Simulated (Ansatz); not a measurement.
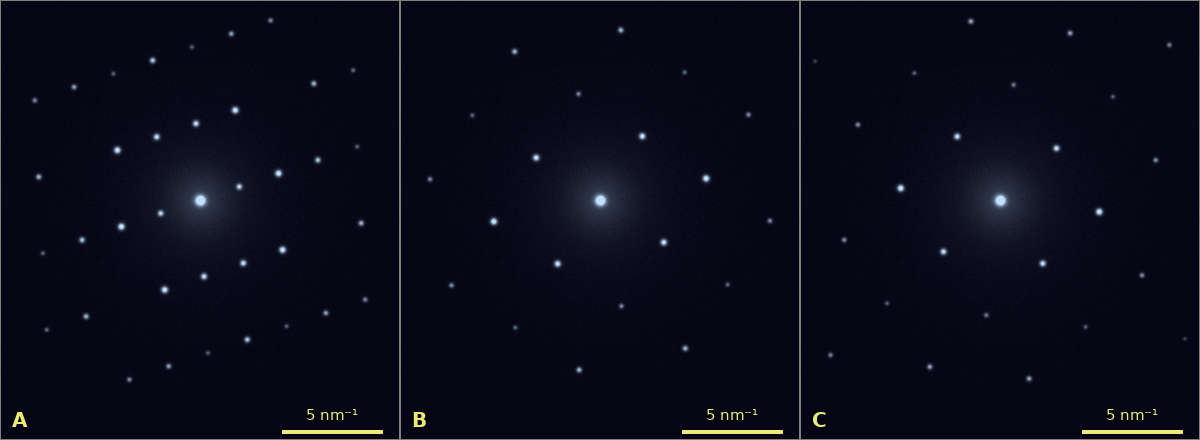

Kinematic zone-axis patterns, calculated for 200 keV electrons with B = 0.5 Å².

All three come from Ti, space group Fmmm (No. 69), a = 3.693 Å, b = 4.001 Å, c = 9.641 Å. Structure: the end point of a relaxation with DFT PBEsol, scalar-relativistic, plane waves, PAW in Ansatz; the starting structure was generated, so it need not be a known form of this composition.

Q: Assign the zone axes [011], [101], [110] to A, B and C.

A: A is [110]: centred rectangular net of 0 0 2 at d = 4.82 Å and 1 -1 1 at d = 2.61 Å, at 74.3°. B is [011]: centred rectangular net of 1 -1 1 at d = 2.61 Å and 1 1 -1 at d = 2.61 Å, at 90.0°. C is [101]: centred rectangular net of -1 1 1 at d = 2.61 Å and -1 -1 1 at d = 2.61 Å, at 81.5°.
